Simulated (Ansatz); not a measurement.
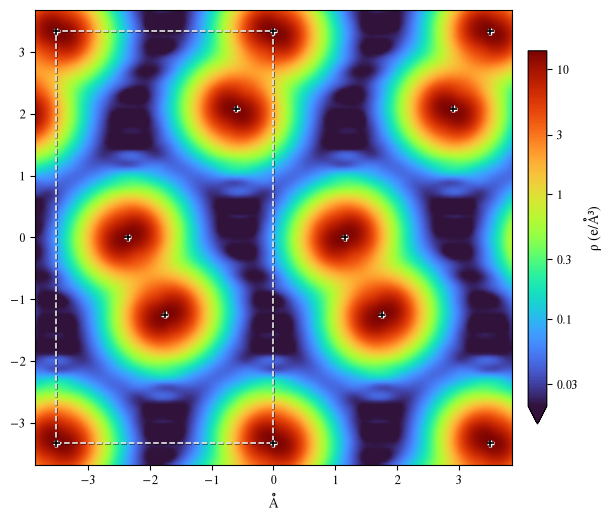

The valence pseudo-density on a plane through atoms (crosses mark nuclei in the plane).

Level of theory: Ansatz 0.2.0, DFT PBE+D3(BJ), scalar-relativistic, plane waves, PAW.

Candidates:
A. F, a = 5.90 Å, b = 3.51 Å, c = 6.66 Å, α = 90.00°, β = 91.10°, γ = 90.00°. Space group C2/c; not relaxed (largest force 1.0 eV/Å); computed pressure about 2 GPa in this cell.
B. PbS, a = 5.93 Å, b = 5.93 Å, c = 5.95 Å, α = 90.00°, β = 90.00°, γ = 90.00°. Space group I4/mmm.
C. Rb, a = 4.57 Å, b = 4.57 Å, c = 37.58 Å, α = 90.00°, β = 90.00°, γ = 120.00°. Space group R-3m; a structure from a database of computed crystals, not necessarily the ambient phase; computed without spin polarisation.

> Which system is this?

Candidate A: F on the (100) plane of the conventional cell, which holds F. F–F (1.39 Å): ρ is about 2.1 e/Å³ halfway.
